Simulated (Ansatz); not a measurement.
**In2HSe2 (slab): density, localisation and related maps**

Input

```
crystal:
  lattice:
    - [4.0266103726, 0.0, 0.0]
    - [-2.0133051863, 3.4871468738, 0.0]
    - [0.0, 0.0, 20.8853553747]
  atoms:
    - { symbol: Se, position: [0.0, 0.0, 0.1915217591] }
    - { symbol: In, position: [0.6666666667, 0.3333333333, 0.2535479421] }
    - { symbol: In, position: [0.6666666667, 0.3333333333, 0.3873488619] }
    - { symbol: Se, position: [0.0, 0.0, 0.4493749427] }
    - { symbol: H, position: [0.2222222222, 0.8888888889, 0.4990463658], spin: 1.0 }
basis:
  ecutwfc: 420
kpoints:
  mp_grid: { grid: [9, 9, 1] }
hamiltonian:
  xc: pbe
  pseudopotentials: { kind: paw, azcp: { folder: soft_1 } }
  dispersion: d3bj
scf:
  occupations: { method: gaussian, width: 0.05 }
output:
  forces: true
  eigenvalues: true
  populations: true
  write_density: true
  write_potential: true
  elf: true
  volumetric_format: npy
magnetization:
  spin_polarized: true
relax:
  adjacent_minimum: "off"
  f_tol: 0.025
  max_steps: 16
  constraints: [{ sites: [0, 1, 2, 3] }, { sites: [4], fix: xy }]
efield:
  axis: 3
  dipole_correction: true
  ramp_width: 0.04
```

Run with:

```sh
ansatz run input.yaml --threads 2 --pin off --max-ram 6144MiB --backend cpu --events-out ev --progress --plain --runs-dir out
```

The fields are those of the run's last geometry, not of the input's.

A point of a scan over the structure, not its minimum; not relaxed (largest force 1.4 eV/Å); PAW files of the earlier set (soft_1); the program warned that a starting moment wasn't kept; spin-polarised, but the moments vanished.

These are results of Ansatz 0.2.0, DFT PBE+D3(BJ), scalar-relativistic, plane waves, PAW, not measurements.

Core electrons are frozen (PAW), and the valence fields are smoothed inside the atomic spheres.

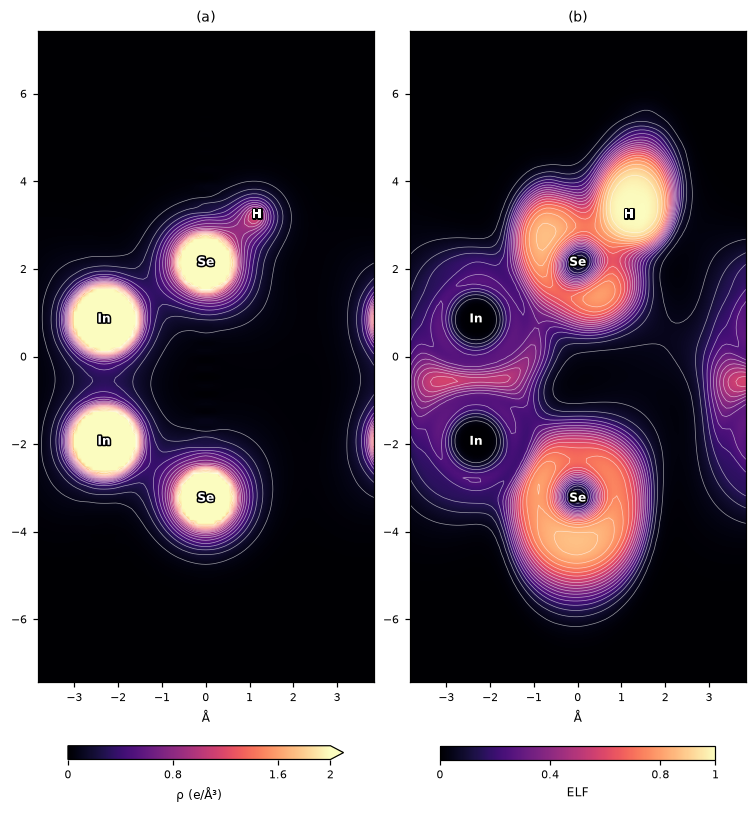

Figure 1. (a) valence charge density (pseudo); (b) electron localisation function on the (110) plane of the calculation cell, a cut from vacuum to vacuum.

Q: Interpret the plot.

A: Atoms in the plane: Se, In and H.
Se–H (1.61 Å): ρ is about 1 e/Å³ halfway; the ELF climbs to about 1 towards the hydrogen, as it does in any bond to H: a covalent bond by its length.
In–Se (2.66 Å): ρ is about 0.35 e/Å³ halfway; the ELF is about 0.40 at the midpoint.
In–In (2.79 Å): ρ is about 0.32 e/Å³ halfway; the ELF reaches about 0.50 near the midpoint.
The density dies away to nearly zero in the vacuum.
The ELF also peaks beside Se, away from the bonds: lone-pair regions.

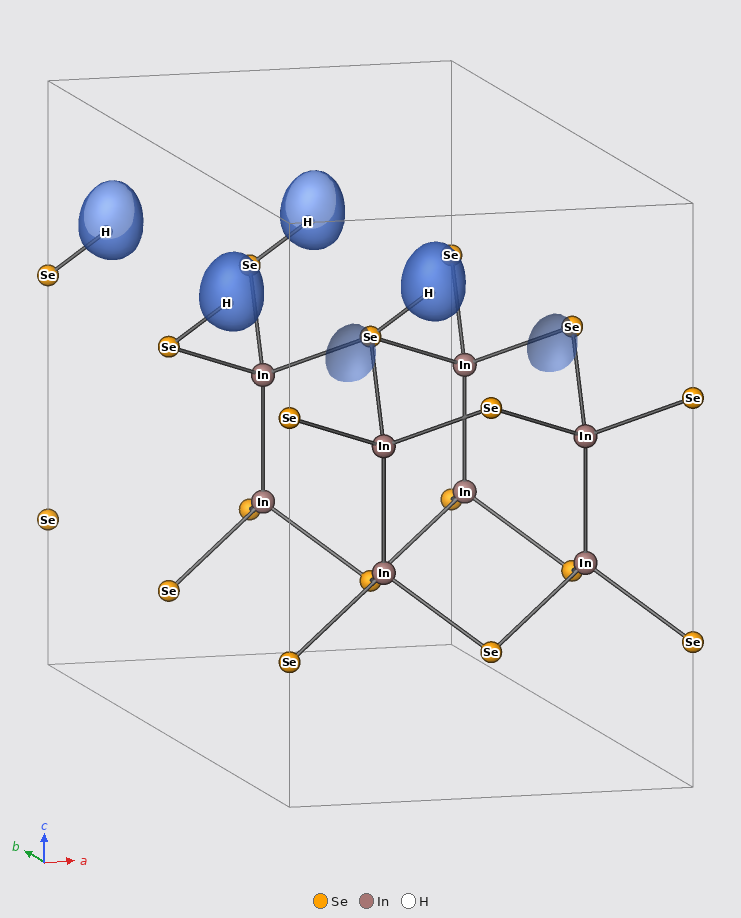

Figure 2. Isosurface of the ELF at 0.9 (blue), seen at an oblique angle. Only the valence region is drawn (cores and ρ < 0.01 e/Å³ removed). Sticks mark near contacts.

Q: Where are the electrons localised?

A: The surface consists of one region around a hydrogen nucleus, counted in one cell of 5 atoms. Counts are for one cell; the picture repeats the cell along the surface.

Q: Does the calculation make it a metal, or give it a gap?

A: It is gapless in this calculation (a metal or semimetal).
